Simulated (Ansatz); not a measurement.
**Ta₁₉N₁₈: geometry relaxation (part 4 of 4)**

The same run, continued: Ta₁₉N₁₈ (slab, 37 atoms in the cell); DFT PBEsol, scalar-relativistic, plane waves, PAW, no spin polarisation (Ansatz 0.2.0); cutoff 420 eV, 12×3×1 k-mesh, Gaussian smearing of 0.1 eV. The structure derives from an entry of the Crystallography Open Database. It belongs to a series of runs on one base structure; here: (2 0 1) slab, atoms relaxed.

## Trajectory as extended XYZ, continued
```
37
Lattice="2.8895 0.0000 0.0000 -1.4447 11.9857 0.0000 0.0000 0.0000 26.0124" Properties=species:S:1:pos:R:3:forces:R:3 step=4 energy=-193163.17614 accepted=F
Ta    1.4436    9.2777    7.6828    0.0040  -0.4184  -0.1400
N    -0.0011   10.7389    8.0205   -0.0070  -0.0423   0.2471
Ta    1.4468    6.2729    8.2405   -0.0181   0.6892  -0.5699
N    -0.0004    1.7556    8.4263    0.0050  -0.0012  -0.0291
Ta    1.4441    3.2356    8.7845   -0.0056  -0.1824   0.0746
N     0.0003    4.9216    9.0553    0.0137  -0.4404   0.3212
Ta    1.4447    0.4404    9.2014    0.0015   0.0114  -0.0951
N     1.4443    8.0049    9.3612    0.0085   0.2794   0.3387
Ta   -0.0008    9.6130    9.9696   -0.0001   0.2689  -0.4182
N     1.4437   11.2471   10.4743    0.0072   0.0417   0.0966
Ta    0.0007    6.7252   10.5351   -0.0051   0.3263  -0.1497
N     1.4447    2.3210   10.6805    0.0001  -0.4354   0.0851
Ta    0.0003    3.8892   11.1331   -0.0014   0.1871   0.0955
N     1.4454    5.5084   11.6800   -0.0065  -0.0708   0.2477
Ta    0.0004    1.0261   11.7825   -0.0041   0.1628   0.1336
N    -0.0007    8.5365   11.8880    0.0046  -0.0829   0.0451
Ta    1.4448   10.1603   12.3768   -0.0086  -0.1164   0.1646
N    -0.0009   11.7638   12.9102    0.0065  -0.0550   0.1457
Ta    1.4447    7.2989   13.0062    0.0000   0.0000   0.0000
N     0.0009    2.8341   13.1022   -0.0065   0.0550  -0.1457
Ta    1.4446    4.4376   13.6356    0.0086   0.1164  -0.1646
N     0.0007    6.0614   14.1244   -0.0046   0.0830  -0.0452
Ta    1.4444    1.5860   14.2299    0.0041  -0.1629  -0.1336
N     1.4440    9.0895   14.3325    0.0065   0.0708  -0.2477
Ta   -0.0003   10.7087   14.8794    0.0014  -0.1871  -0.0955
N     0.0000    0.2912   15.3319    0.0000   0.4353  -0.0851
Ta   -0.0007    7.8727   15.4773    0.0051  -0.3263   0.1496
N     1.4457    3.3508   15.5381   -0.0072  -0.0417  -0.0966
Ta    0.0008    4.9849   16.0428    0.0001  -0.2689   0.4182
N     1.4451    6.5930   16.6513   -0.0085  -0.2794  -0.3387
Ta    0.0001    2.1718   16.8110   -0.0015  -0.0113   0.0952
N    -0.0003    9.6763   16.9571   -0.0137   0.4404  -0.3212
Ta    1.4453   11.3623   17.2280    0.0056   0.1823  -0.0746
N     1.4451    0.8566   17.5862   -0.0050   0.0012   0.0292
Ta    1.4426    8.3250   17.7719    0.0181  -0.6892   0.5699
N     0.0011    3.8590   17.9920    0.0070   0.0423  -0.2472
Ta    1.4459    5.3202   18.3297   -0.0040   0.4184   0.1400
37
Lattice="2.8895 0.0000 0.0000 -1.4447 11.9857 0.0000 0.0000 0.0000 26.0124" Properties=species:S:1:pos:R:3:forces:R:3 step=5 energy=-193163.33240
Ta    1.4439    9.2500    7.6754    0.0020  -0.0237  -0.0369
N    -0.0008   10.7134    8.0403   -0.0044   0.0460   0.0354
Ta    1.4459    6.3387    8.1953    0.0012  -0.0320  -0.0026
N     0.0001    1.7747    8.4203    0.0046  -0.0526   0.0086
Ta    1.4445    3.2469    8.7852   -0.0082   0.1098   0.0949
N     0.0004    4.9468    9.1312    0.0041  -0.0687  -0.0947
Ta    1.4452    0.4565    9.2032   -0.0012  -0.0123  -0.0728
N     1.4448    8.0388    9.4025    0.0007   0.0253   0.0927
Ta   -0.0003    9.6364    9.9617   -0.0008   0.0006  -0.0369
N     1.4445   11.2592   10.4765    0.0007   0.0083   0.0130
Ta    0.0002    6.7437   10.5260   -0.0021   0.0238  -0.0112
N     1.4446    2.2985   10.6803   -0.0008  -0.0347  -0.0257
Ta    0.0001    3.9034   11.1376    0.0024  -0.0196   0.0196
N     1.4449    5.5169   11.6896    0.0003   0.0003  -0.0110
Ta    0.0002    1.0316   11.7859    0.0018   0.0674   0.0241
N    -0.0003    8.5441   11.8973    0.0009  -0.0169  -0.0124
Ta    1.4448   10.1617   12.3891    0.0010  -0.0281   0.0260
N    -0.0003   11.7631   12.9167   -0.0004  -0.0178   0.0268
Ta    1.4447    7.2989   13.0062    0.0000   0.0000   0.0000
N     0.0003    2.8348   13.0957    0.0004   0.0178  -0.0268
Ta    1.4447    4.4362   13.6234   -0.0010   0.0281  -0.0260
N     0.0003    6.0538   14.1151   -0.0009   0.0169   0.0124
Ta    1.4446    1.5806   14.2265   -0.0018  -0.0674  -0.0241
N     1.4446    9.0810   14.3228   -0.0003  -0.0004   0.0110
Ta   -0.0001   10.6945   14.8748   -0.0024   0.0196  -0.0196
N     0.0001    0.3136   15.3322    0.0008   0.0347   0.0257
Ta   -0.0002    7.8542   15.4864    0.0021  -0.0238   0.0111
N     1.4450    3.3387   15.5359   -0.0007  -0.0083  -0.0130
Ta    0.0003    4.9615   16.0507    0.0008  -0.0006   0.0369
N     1.4446    6.5591   16.6099   -0.0007  -0.0253  -0.0928
Ta   -0.0005    2.1557   16.8092    0.0012   0.0123   0.0728
N    -0.0004    9.6511   16.8812   -0.0041   0.0687   0.0947
Ta    1.4450   11.3510   17.2272    0.0082  -0.1099  -0.0949
N     1.4447    0.8375   17.5921   -0.0046   0.0526  -0.0086
Ta    1.4436    8.2592   17.8171   -0.0012   0.0320   0.0026
N     0.0008    3.8845   17.9721    0.0044  -0.0460  -0.0354
Ta    1.4456    5.3479   18.3370   -0.0020   0.0237   0.0370
37
Lattice="2.8895 0.0000 0.0000 -1.4447 11.9857 0.0000 0.0000 0.0000 26.0124" Properties=species:S:1:pos:R:3:forces:R:3 step=6 energy=-193163.33906
Ta    1.4435    9.2504    7.6750    0.0021  -0.0456  -0.0056
N    -0.0016   10.7178    8.0386   -0.0022   0.0120   0.0256
Ta    1.4463    6.3365    8.2005   -0.0017   0.0363  -0.0313
N     0.0000    1.7716    8.4230    0.0024  -0.0403  -0.0029
Ta    1.4440    3.2487    8.7937   -0.0039   0.0285   0.0337
N     0.0008    4.9403    9.1118    0.0021  -0.0495  -0.0555
Ta    1.4450    0.4532    9.1979   -0.0001   0.0151  -0.0329
N     1.4447    8.0392    9.4046    0.0016   0.0428   0.0515
Ta   -0.0005    9.6373    9.9618   -0.0007  -0.0022  -0.0465
N     1.4444   11.2608   10.4794    0.0014   0.0059  -0.0130
Ta    0.0001    6.7428   10.5245   -0.0002   0.0636  -0.0147
N     1.4446    2.2969   10.6810   -0.0001  -0.0597   0.0174
Ta    0.0003    3.9011   11.1367    0.0000   0.0157   0.0392
N     1.4450    5.5170   11.6864   -0.0008  -0.0071   0.0241
Ta    0.0003    1.0337   11.7894   -0.0009  -0.0081   0.0193
N    -0.0003    8.5411   11.8942    0.0003  -0.0093   0.0180
Ta    1.4449   10.1583   12.3899   -0.0013   0.0302   0.0041
N    -0.0003   11.7600   12.9185   -0.0001  -0.0056   0.0178
Ta    1.4447    7.2989   13.0062    0.0000   0.0000   0.0000
N     0.0003    2.8379   13.0939    0.0001   0.0056  -0.0179
Ta    1.4446    4.4396   13.6226    0.0013  -0.0303  -0.0041
N     0.0003    6.0567   14.1182   -0.0003   0.0093  -0.0180
Ta    1.4444    1.5785   14.2230    0.0009   0.0081  -0.0193
N     1.4445    9.0809   14.3261    0.0008   0.0070  -0.0241
Ta   -0.0003   10.6968   14.8757    0.0000  -0.0157  -0.0392
N     0.0001    0.3153   15.3315    0.0001   0.0597  -0.0174
Ta   -0.0001    7.8551   15.4879    0.0002  -0.0636   0.0147
N     1.4451    3.3371   15.5330   -0.0014  -0.0059   0.0130
Ta    0.0005    4.9606   16.0506    0.0007   0.0022   0.0465
N     1.4447    6.5587   16.6079   -0.0016  -0.0428  -0.0515
Ta   -0.0003    2.1590   16.8145    0.0001  -0.0151   0.0329
N    -0.0008    9.6576   16.9006   -0.0021   0.0495   0.0555
Ta    1.4455   11.3492   17.2188    0.0039  -0.0285  -0.0337
N     1.4447    0.8406   17.5895   -0.0024   0.0403   0.0029
Ta    1.4432    8.2614   17.8119    0.0017  -0.0363   0.0314
N     0.0016    3.8801   17.9738    0.0022  -0.0120  -0.0256
Ta    1.4460    5.3475   18.3374   -0.0021   0.0456   0.0056
37
Lattice="2.8895 0.0000 0.0000 -1.4447 11.9857 0.0000 0.0000 0.0000 26.0124" Properties=species:S:1:pos:R:3:forces:R:3 step=7 energy=-193163.34549
Ta    1.4434    9.2506    7.6725    0.0028  -0.0530  -0.0020
N    -0.0018   10.7218    8.0357   -0.0005   0.0001   0.0095
Ta    1.4459    6.3489    8.2042   -0.0046   0.0313   0.0054
N     0.0003    1.7630    8.4272   -0.0025  -0.0130  -0.0358
Ta    1.4439    3.2458    8.8062    0.0015   0.0525   0.0371
N     0.0011    4.9273    9.0471   -0.0017  -0.0161   0.0225
Ta    1.4449    0.4490    9.1923    0.0011  -0.0030   0.0103
N     1.4447    8.0486    9.4110    0.0022   0.0301  -0.0113
Ta   -0.0005    9.6405    9.9595   -0.0022  -0.0044  -0.0053
N     1.4446   11.2633   10.4811    0.0017   0.0133  -0.0088
Ta    0.0001    6.7496   10.5235    0.0030   0.0258  -0.0205
N     1.4447    2.2865   10.6857   -0.0016  -0.0226   0.0206
Ta    0.0002    3.8992   11.1384    0.0018   0.0069  -0.0175
N     1.4449    5.5172   11.6822   -0.0024  -0.0171   0.0321
Ta    0.0003    1.0315   11.7957    0.0015   0.0072   0.0119
N    -0.0003    8.5390   11.8935   -0.0008  -0.0106   0.0018
Ta    1.4448   10.1559   12.3896   -0.0003   0.0171   0.0307
N    -0.0002   11.7543   12.9219   -0.0006   0.0197   0.0173
Ta    1.4447    7.2989   13.0062    0.0000   0.0000   0.0000
N     0.0002    2.8436   13.0905    0.0006  -0.0197  -0.0173
Ta    1.4446    4.4420   13.6229    0.0003  -0.0171  -0.0307
N     0.0003    6.0589   14.1190    0.0007   0.0106  -0.0018
Ta    1.4444    1.5807   14.2168   -0.0015  -0.0072  -0.0119
N     1.4446    9.0807   14.3302    0.0024   0.0171  -0.0321
Ta   -0.0002   10.6987   14.8740   -0.0018  -0.0069   0.0175
N     0.0000    0.3257   15.3267    0.0016   0.0226  -0.0206
Ta   -0.0001    7.8483   15.4889   -0.0030  -0.0258   0.0206
N     1.4449    3.3346   15.5313   -0.0017  -0.0133   0.0088
Ta    0.0005    4.9574   16.0530    0.0022   0.0044   0.0053
N     1.4447    6.5493   16.6014   -0.0022  -0.0301   0.0113
Ta   -0.0002    2.1632   16.8201   -0.0012   0.0030  -0.0103
N    -0.0011    9.6706   16.9654    0.0017   0.0161  -0.0225
Ta    1.4456   11.3521   17.2062   -0.0015  -0.0525  -0.0370
N     1.4444    0.8492   17.5853    0.0025   0.0130   0.0358
Ta    1.4436    8.2490   17.8082    0.0046  -0.0313  -0.0054
N     0.0018    3.8761   17.9767    0.0005  -0.0001  -0.0095
Ta    1.4461    5.3473   18.3399   -0.0028   0.0530   0.0020
37
Lattice="2.8895 0.0000 0.0000 -1.4447 11.9857 0.0000 0.0000 0.0000 26.0124" Properties=species:S:1:pos:R:3:forces:R:3 step=8 energy=-193163.34669
Ta    1.4437    9.2460    7.6727    0.0010   0.0096  -0.0025
N    -0.0016   10.7197    8.0353   -0.0001  -0.0048   0.0061
Ta    1.4452    6.3531    8.2091   -0.0027  -0.0006  -0.0121
N     0.0000    1.7654    8.4225    0.0026   0.0068   0.0057
Ta    1.4438    3.2509    8.8099   -0.0008  -0.0120  -0.0024
N     0.0006    4.9289    9.0542    0.0003   0.0144  -0.0070
Ta    1.4449    0.4510    9.1881   -0.0014  -0.0048   0.0004
N     1.4448    8.0541    9.4151    0.0009  -0.0116  -0.0065
Ta   -0.0005    9.6434    9.9604   -0.0009   0.0131   0.0006
N     1.4447   11.2681   10.4784    0.0003  -0.0089   0.0062
Ta    0.0000    6.7526   10.5261    0.0011   0.0070  -0.0008
N     1.4445    2.2843   10.6859    0.0009   0.0037   0.0048
Ta    0.0002    3.9004   11.1384   -0.0009  -0.0164   0.0090
N     1.4446    5.5166   11.6854    0.0002  -0.0041  -0.0065
Ta    0.0004    1.0325   11.7959   -0.0003   0.0010   0.0030
N    -0.0003    8.5405   11.8940    0.0002  -0.0029   0.0080
Ta    1.4449   10.1577   12.3911   -0.0006   0.0077  -0.0069
N    -0.0003   11.7567   12.9229    0.0003  -0.0008  -0.0022
Ta    1.4447    7.2989   13.0062    0.0000   0.0000   0.0000
N     0.0003    2.8412   13.0895   -0.0003   0.0008   0.0022
Ta    1.4446    4.4402   13.6213    0.0006  -0.0077   0.0069
N     0.0003    6.0574   14.1185   -0.0002   0.0029  -0.0080
Ta    1.4444    1.5797   14.2166    0.0003  -0.0010  -0.0030
N     1.4449    9.0813   14.3270   -0.0002   0.0041   0.0065
Ta   -0.0002   10.6975   14.8740    0.0009   0.0164  -0.0089
N     0.0002    0.3279   15.3265   -0.0009  -0.0037  -0.0048
Ta    0.0000    7.8453   15.4863   -0.0011  -0.0070   0.0008
N     1.4447    3.3298   15.5340   -0.0003   0.0089  -0.0062
Ta    0.0005    4.9545   16.0520    0.0009  -0.0131  -0.0006
N     1.4446    6.5438   16.5973   -0.0009   0.0116   0.0065
Ta   -0.0002    2.1612   16.8243    0.0014   0.0048  -0.0004
N    -0.0006    9.6690   16.9583   -0.0003  -0.0143   0.0070
Ta    1.4456   11.3470   17.2025    0.0008   0.0120   0.0025
N     1.4448    0.8467   17.5900   -0.0026  -0.0068  -0.0057
Ta    1.4443    8.2447   17.8034    0.0027   0.0006   0.0121
N     0.0016    3.8782   17.9771    0.0001   0.0048  -0.0061
Ta    1.4457    5.3519   18.3398   -0.0010  -0.0096   0.0025
37
Lattice="2.8895 0.0000 0.0000 -1.4447 11.9857 0.0000 0.0000 0.0000 26.0124" Properties=species:S:1:pos:R:3:forces:R:3 step=9 energy=-193163.34669
Ta    1.4437    9.2460    7.6727    0.0010   0.0096  -0.0025
N    -0.0016   10.7197    8.0353   -0.0001  -0.0048   0.0061
Ta    1.4452    6.3531    8.2091   -0.0027  -0.0005  -0.0121
N     0.0000    1.7654    8.4225    0.0026   0.0068   0.0058
Ta    1.4438    3.2509    8.8099   -0.0008  -0.0121  -0.0024
N     0.0006    4.9289    9.0542    0.0003   0.0144  -0.0071
Ta    1.4449    0.4510    9.1881   -0.0014  -0.0047   0.0005
N     1.4448    8.0541    9.4151    0.0009  -0.0117  -0.0065
Ta   -0.0005    9.6434    9.9604   -0.0009   0.0131   0.0006
N     1.4447   11.2681   10.4784    0.0003  -0.0089   0.0063
Ta    0.0000    6.7526   10.5261    0.0011   0.0070  -0.0008
N     1.4445    2.2843   10.6859    0.0009   0.0037   0.0048
Ta    0.0002    3.9004   11.1384   -0.0009  -0.0163   0.0089
N     1.4446    5.5166   11.6854    0.0002  -0.0041  -0.0065
Ta    0.0004    1.0325   11.7959   -0.0003   0.0010   0.0028
N    -0.0003    8.5405   11.8940    0.0002  -0.0028   0.0080
Ta    1.4449   10.1577   12.3911   -0.0006   0.0077  -0.0070
N    -0.0003   11.7567   12.9229    0.0003  -0.0008  -0.0023
Ta    1.4447    7.2989   13.0062    0.0000   0.0000   0.0000
N     0.0003    2.8412   13.0895   -0.0003   0.0008   0.0023
Ta    1.4446    4.4402   13.6213    0.0006  -0.0077   0.0070
N     0.0003    6.0574   14.1185   -0.0002   0.0028  -0.0080
Ta    1.4444    1.5797   14.2166    0.0003  -0.0010  -0.0028
N     1.4449    9.0813   14.3270   -0.0002   0.0041   0.0065
Ta   -0.0002   10.6975   14.8740    0.0009   0.0163  -0.0089
N     0.0002    0.3279   15.3265   -0.0009  -0.0037  -0.0048
Ta    0.0000    7.8453   15.4863   -0.0011  -0.0070   0.0008
N     1.4447    3.3298   15.5340   -0.0003   0.0089  -0.0063
Ta    0.0005    4.9545   16.0520    0.0009  -0.0131  -0.0006
N     1.4446    6.5438   16.5973   -0.0009   0.0117   0.0065
Ta   -0.0002    2.1612   16.8243    0.0014   0.0047  -0.0005
N    -0.0006    9.6690   16.9583   -0.0003  -0.0143   0.0071
Ta    1.4456   11.3470   17.2025    0.0008   0.0121   0.0024
N     1.4448    0.8467   17.5900   -0.0026  -0.0068  -0.0058
Ta    1.4443    8.2447   17.8034    0.0027   0.0005   0.0121
N     0.0016    3.8782   17.9771    0.0001   0.0047  -0.0061
Ta    1.4457    5.3519   18.3398   -0.0010  -0.0096   0.0025
```

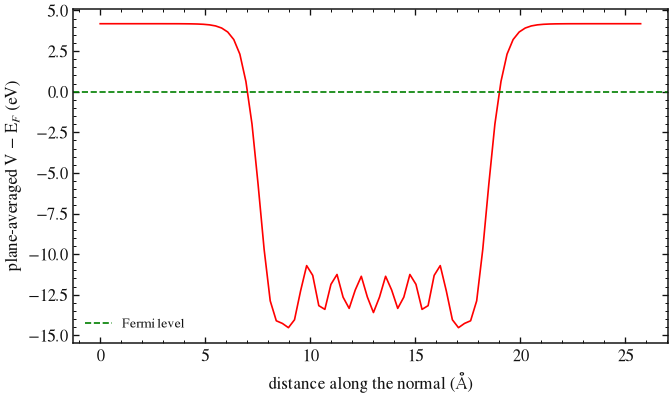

**Figure 1.** Plane average of the electrostatic potential energy of an electron across the cell, from the Fermi level. The vacuum level lies 4.18 eV above the Fermi level.

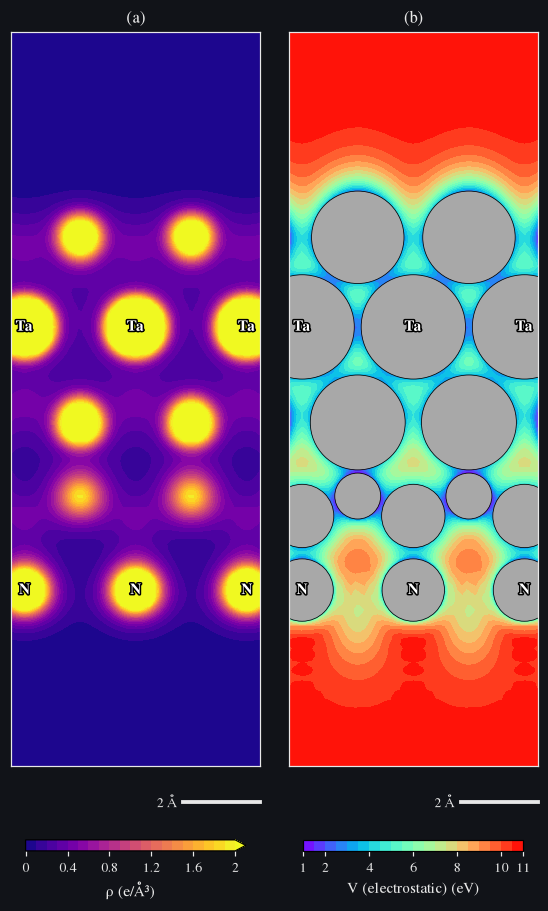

**Figure 2.** (a) valence pseudo-density; (b) electrostatic potential energy of an electron on the (010) plane of the calculation cell, a cut from vacuum to vacuum. Grey discs, where drawn, cover atomic cores. Atoms in the plane: N and Ta. The density dies away to nearly zero in the vacuum. Core electrons are frozen (PAW), so the fields are smoothed inside the atomic spheres.

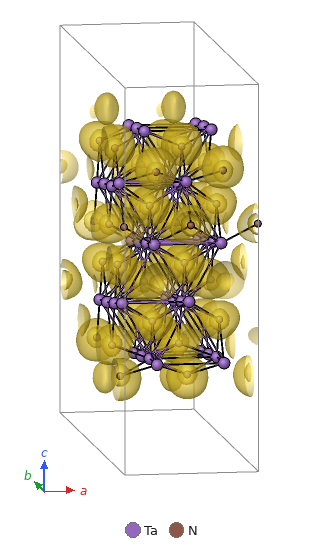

**Figure 3.** Isosurface of the electron localisation function at 0.7 (yellow), seen slightly off an axis. Only the valence region is drawn (cores and ρ < 0.01 e/Å³ removed). Sticks mark near contacts. Along the contacts the grid gives the following. Ta–N (2.07 Å): the ELF is about 0.25 at the midpoint (a polar contact without a shared pair, in a metal). Ta–Ta (2.73 Å): the ELF is about 0.30 at the midpoint; no localised pair between them.

## Key numbers

| quantity | value |
| --- | --- |
| outcome | converged |
| electrons treated | 337 |
| free energy | −193163.3467 eV |
| work function, top face | 4.18 eV |
| work function, bottom face | 4.18 eV |
| Fermi energy | 6.779 eV |
| gap on the k-point mesh | none (metallic) |
| final volume | 900.87 Å³ |
| work function (upper face) | 4.18 eV |
| largest force (length of the vector) at the end | 0.019 eV/Å |
| wall time | 32 min (CPU time 2.1 h) |
| peak memory | 4.8 GiB |

## Notes

The program warns: the k-point mesh lowers the symmetry that the run can use; the exchange-correlation potential is rough where the density is thin. Spin–orbit coupling is left out, which matters for Ta. The cell holds an odd number of electrons but the run has no spin polarisation, so a band is left half filled.
